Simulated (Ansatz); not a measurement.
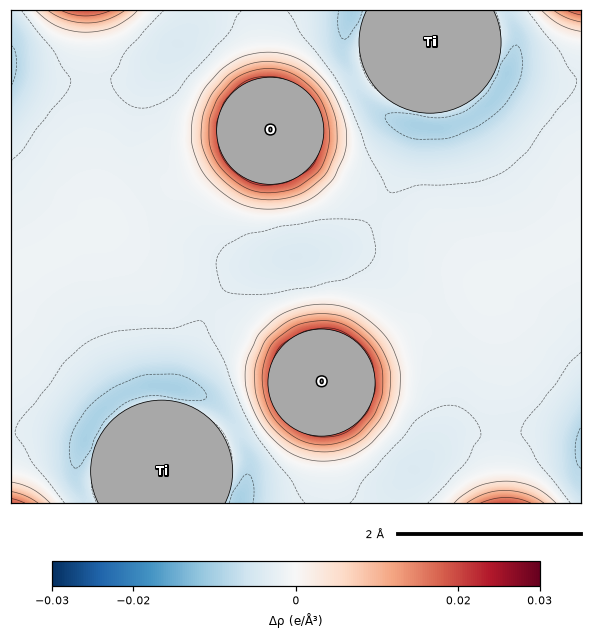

TiO$_{2}$. Difference of the valence pseudo-densities of two functionals at the same geometry, on the (11̄0) plane of the calculation cell: one of LDA and PBE less the other.

Both computed with Ansatz (plane waves, PAW), on the same k-point mesh. Grey discs cover the atomic cores.

Which was subtracted from which, and what does the map show?

It is PBE less LDA. Against LDA, PBE gives less density around Ti (−0.006 e/Å³ on average at 1.1 Å from the nucleus), more density around O (+0.009 e/Å³ on average at 0.7 Å from the nucleus) and a change of −0.006 e/Å³ at the midpoint of Ti–O.
